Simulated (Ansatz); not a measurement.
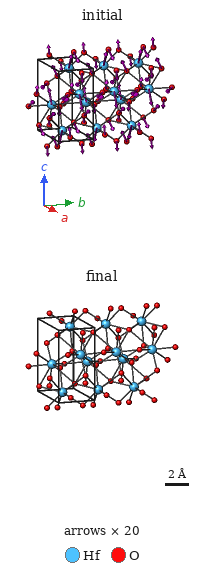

The structure of crystalline HfO2 (set up in Pnma) before (top) and after (bottom) a relaxation, at one scale. The purple arrows give the displacements (the part carried along by the change of the cell is left out), 20 times their true length.

A ball-and-stick model of the cell of the calculation, repeated 1 × 3 × 1 with one cell outlined, seen slightly off an axis.

The run lets cell and atoms move.

All numbers below come from Ansatz 0.2.0, Kohn-Sham DFT of a periodic cell, PBE, DFT+U, Ansatz PAW.

Input
```yaml
crystal:
  lattice:
    - [5.556395, 0.0, 0.0]
    - [0.0, 3.333597, 0.0]
    - [0.0, 0.0, 6.504995]
  atoms:
    - { symbol: Hf, position: [0.748682, 0.75, 0.607871] }
    - { symbol: Hf, position: [0.251318, 0.25, 0.392129] }
    - { symbol: Hf, position: [0.248682, 0.75, 0.892129] }
    - { symbol: Hf, position: [0.751318, 0.25, 0.107871] }
    - { symbol: O, position: [0.639499, 0.25, 0.4234] }
    - { symbol: O, position: [0.360501, 0.75, 0.5766] }
    - { symbol: O, position: [0.139499, 0.25, 0.0766] }
    - { symbol: O, position: [0.860501, 0.75, 0.9234] }
    - { symbol: O, position: [0.520794, 0.25, 0.841453] }
    - { symbol: O, position: [0.479206, 0.75, 0.158547] }
    - { symbol: O, position: [0.020794, 0.25, 0.658547] }
    - { symbol: O, position: [0.979206, 0.75, 0.341453] }
hamiltonian:
  xc: pbe
  pseudopotentials: { kind: paw }
  hubbard: { sites: [{ species: Hf, l: d, u_eff: 6.0 }] }
kpoints:
  mp_grid: { grid: [4, 6, 3] }
scf:
  occupations: { method: fermi_dirac, width: 0.05 }
output:
  forces: true
  stress: true
  eigenvalues: true
  write_density: true
  write_potential: true
  elf: true
  volumetric_format: npy
relax:
  f_tol: 0.01
  max_steps: 40
  cell: { stress_tol: 0.05 }
```

Run as
```bash
ansatz run input.yaml --threads 4 --pin off --max-ram 11264MiB --backend cpu --events-out ev --progress --plain --runs-dir out
```

**Summarise the run.**

The largest moves relative to the cell, 0.082 Å, are those of Hf atoms. By element the largest moves are Hf 0.082 Å, O 0.080 Å. The volume changes by +7.1 %, with a 5.556 → 5.614 Å (+1.0 %), b 3.334 → 3.438 Å (+3.1 %), c 6.505 → 6.688 Å (+2.8 %). Near-neighbour distances that change, for instance: Hf–O 2.587 → 2.770 Å, Hf–Hf 3.337 → 3.474 Å, Hf–Hf 3.334 → 3.438 Å, Hf–O 2.144 → 2.218 Å. Bond angles that change, for instance: Hf–O–Hf 94.3° → 99.0°, Hf–O–Hf 80.2° → 76.7°, Hf–O–Hf 101.5° → 103.5°. The space group stays Pnma (No. 62). After 7 accepted moves (9 points after the start) the energy has fallen by 26.9 meV per atom. Largest force component: 0.21 eV/Å at the start, 0.00068 eV/Å at the end. The pressure goes from 13.53 to 0.03 GPa. At 2 points the geometry stayed and the basis and grid were re-selected for the new cell (energy shift of 5.3 meV per atom at most each time). The run took 70 s on 4 threads of Arm Neoverse V1 (shared host), peak memory 0.79 GiB.
